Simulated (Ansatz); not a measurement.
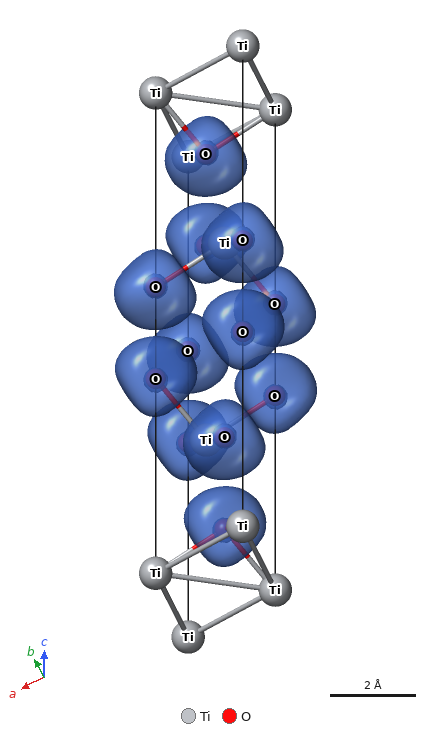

The picture shows: TiO₂. Isosurface of the ELF at 0.6 (blue), seen at an oblique angle. Core shells and regions of very low density are left out. Sticks mark near contacts.

Space group R-3m; a structure from a database of computed crystals, not necessarily the ambient phase; computed pressure about 10 GPa in this cell.

Theory: Kohn-Sham DFT of a periodic cell, r2SCAN, Ansatz PAW (Ansatz 0.2.0).

In a PAW calculation such maps are meaningful between the atoms, not at the nuclei.

Question: Where are the electrons localised?

Answer: The surface consists of six regions wrapped around O (the valence shell of each), counted in one cell of 9 atoms. Regions shared between cells count once. Profiles from the grid: Ti–O (1.94 Å): the ELF peaks at about 0.80 in the valence shell of O, 0.6 Å from its nucleus, and is about 0.20 at the midpoint (no shared electron pair shows on this line). Ti–Ti (2.93 Å): the ELF is about 0.10 at the midpoint (no localised pair shows between them).

Question: Metal or insulator at this level of theory?

Answer: It is gapped, with a Kohn–Sham gap of 2.7 eV on the k-point mesh (the band edges may lie off the mesh, which would make the gap smaller).
